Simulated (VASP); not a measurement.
## Geometry relaxation, with input and output: TiSi2 (part 3 of 3)

The same run, continued: TiSi2 (6 atoms in the cell); Kohn-Sham DFT of a periodic cell, PBE, VASP PAW PBE potentials, gw, no spin polarisation (VASP 6.6.1); cutoff 680 eV, 7×7×7 k-mesh, fermi-dirac of 0.05 eV. The structure derives from a Materials Project entry.

Geometry of the input (Å; fractional positions):
```
0.0000  4.1175  4.2629
2.3895  0.0000  4.2629
2.3895  4.1175  0.0000
Ti 0.7500  0.7500  0.7500
Ti 0.5000  0.5000  0.5000
Si 0.4126  0.0874  0.4126
Si 0.0874  0.4126  0.0874
Si 0.1626  0.8374  0.1626
Si 0.8374  0.1626  0.8374
```

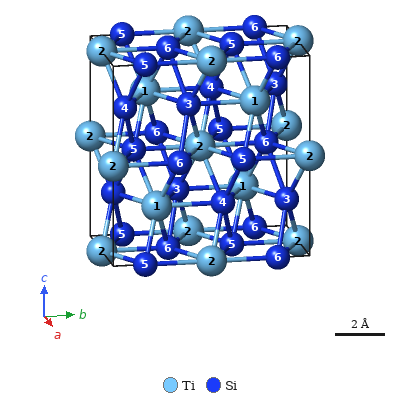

Figure 1. The starting structure (ball-and-stick view of the cell 4 times as large as that of the calculation, set on its symmetry axes, seen slightly off an axis; atoms are numbered from 1 in the order of the input).

**Summary**

```json
{"quantity": "outcome", "value": "converged"}
{"quantity": "space group (tolerance 0.01 Å)", "value": "Fddd (70)"}
{"quantity": "electrons treated", "value": "40"}
{"quantity": "free energy", "value": "−45.1437 eV"}
{"quantity": "Fermi energy", "value": "9.680 eV"}
{"quantity": "gap on the k-point mesh", "value": "none (metallic)"}
{"quantity": "pressure", "value": "0.04 GPa"}
{"quantity": "final volume", "value": "84.84 Å³"}
{"quantity": "largest force (length of the vector) at the end", "value": "0.007 eV/Å"}
{"quantity": "final cell", "value": "a = 5.946 Å, b = 4.914 Å, c = 4.769 Å, α = 75.76°, β = 53.22°, γ = 51.02°"}
{"quantity": "hardware", "value": "1 thread of Intel Xeon @ 2.90GHz (Ice Lake), 128 GiB of memory available, shared host"}
{"quantity": "wall time", "value": "15 min"}
{"quantity": "peak memory", "value": "0.47 GiB"}
```
